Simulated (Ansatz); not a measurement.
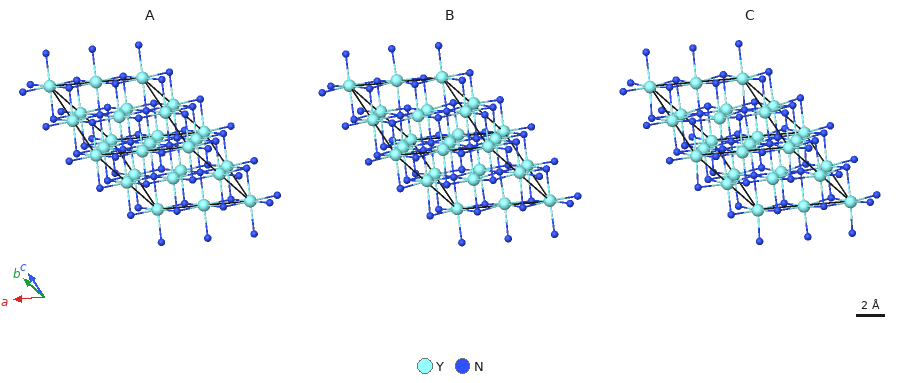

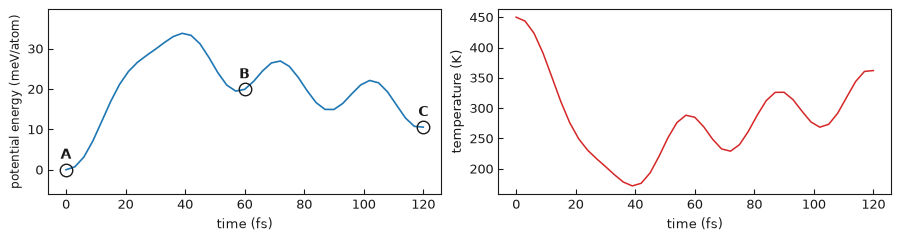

A Born-Oppenheimer molecular dynamics run of a 16-atom cell of YN (built on the rocksalt type), 120 fs long. Frames (A at 0 fs, B at 60 fs, C at 120 fs) and the history of the run. The picture is a ball-and-stick view of the reduced simulation cell, seen from a free direction. Bonds to atoms that aren't drawn are left out. Lengths and directions refer to the drawn axes.

Computed with Ansatz, DFT, PBEsol, plane waves, PAW. Set-up: plane-wave cutoff 420 eV; k-point mesh 2 × 2 × 2; Fermi-Dirac smearing 0.039 eV; constant energy (NVE); velocities drawn for 450 K; time step 3 fs.

> Describe the run.

In the second half of the run the atoms are, in the root-mean-square, this far from where they began (common drift taken out): N 0.12 Å, Y 0.09 Å. The run lasts only 120 fs, too short to tell vibration from diffusion. Over the second half the temperature averages 292 K (spread ±38 K). The first frame carries almost no forces, so kinetic energy first flows into potential energy: the temperature drops from 450 to 172 K within 39 fs, and without a thermostat its mean stays below the start. The potential energy in the second half lies on average 19.2 meV per atom above the first frame. The total energy stays between −0.11 and 0.16 meV per atom of its start. A straight-line fit has a slope that amounts to −0.0024 meV per atom over 120 fs (under 0.1 % of the mean kinetic energy), its mean offset in the second half is under 0.1 %, and the ripple about the line is 0.9 % of the kinetic energy's fluctuation. With a drift under 2 % and a ripple under 7 %, the integration is accurate.
